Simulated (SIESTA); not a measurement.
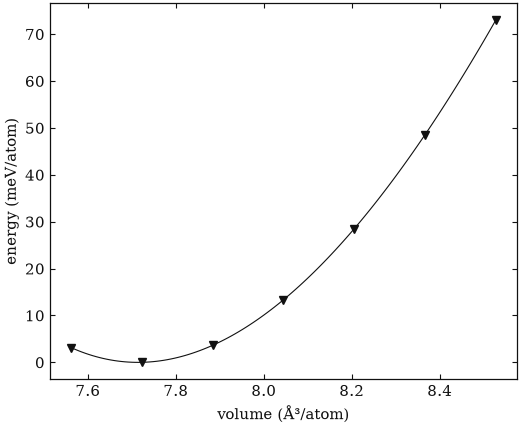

The plot gives the computed energy against volume for SiO₂, space group P4_2/mnm (No. 136).

The given structure:
```cif
data_structure
_symmetry_space_group_name_H-M 'P 1'
_symmetry_Int_Tables_number 1
_cell_length_a 4.2332
_cell_length_b 4.2332
_cell_length_c 2.6935
_cell_angle_alpha 90.000
_cell_angle_beta 90.000
_cell_angle_gamma 90.000
_cell_volume 48.27
loop_
_atom_site_label
_atom_site_type_symbol
_atom_site_fract_x
_atom_site_fract_y
_atom_site_fract_z
_atom_site_occupancy
Si1 Si 0.00000 0.00000 0.00000 1
Si2 Si 0.50000 0.50000 0.50000 1
O1 O 0.80684 0.19316 0.50000 1
O2 O 0.30684 0.30684 0.00000 1
O3 O 0.19316 0.80684 0.50000 1
O4 O 0.69316 0.69316 0.00000 1
```

Calculation (SIESTA 5.4.2): DFT in numerical atomic orbitals with pseudopotentials, no spin polarisation; energies at scaled volumes of the given cell, shape and fractions fixed, counted from the fit's minimum, third-order Birch-Murnaghan fit. Level: LDA.

k mesh 4×4×8; occupations Fermi–Dirac; smearing width 0.05 eV; potentials PseudoDojo 0.4 standard, converted to PSML, two zetas on semicore shells; program settings basis DZP, mesh cutoff 800 Ry.

From this curve and the settings, what does the calculation give for the pressure at the same points?

The pressure falls from 6.75 GPa at volume 7.5618 Å³/atom to −26.35 GPa at 8.5271 Å³/atom, and changes sign near 7.71 Å³/atom.

```tsv
volume (Å³/atom)	pressure (GPa)
7.5618	6.75
7.7227	-0.35
7.8836	-6.73
8.0444	-12.45
8.2053	-17.61
8.3662	-22.21
8.5271	-26.35
```

Limits of the calculation: mulliken charges of long orbitals; shape and atomic fractions are frozen while scaling, which makes layered, chain and framework solids too stiff.
